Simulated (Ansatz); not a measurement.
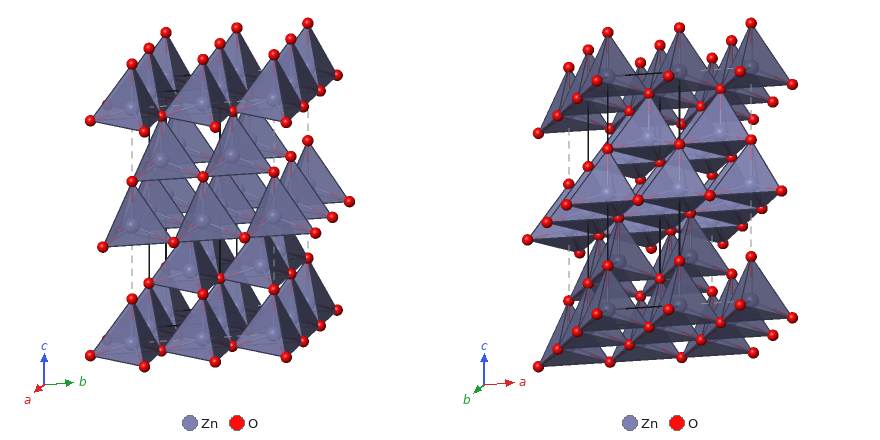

Polyhedra are drawn about Zn (bonds: O–Zn below 2.3 Å); other atoms are plain spheres. Two views of the same piece.

ZnO (space group P6_3mc, No. 186): coordinates from a relaxation with DFT, PBE, plane waves, PAW in Ansatz 0.2.0; the starting structure was generated, so it need not be a known form of this composition.

Sharing among the drawn polyhedra:

```tsv
site	polyhedron	corner-sharing neighbours	edge-sharing	face-sharing	bond (Å)
Zn(2a)	ZnO4 tetrahedron	12	0	0	2.00–2.01
Zn(2b)	ZnO4 tetrahedron	12	0	0	2.00
```

They form a three-dimensional framework of corner-sharing tetrahedra.
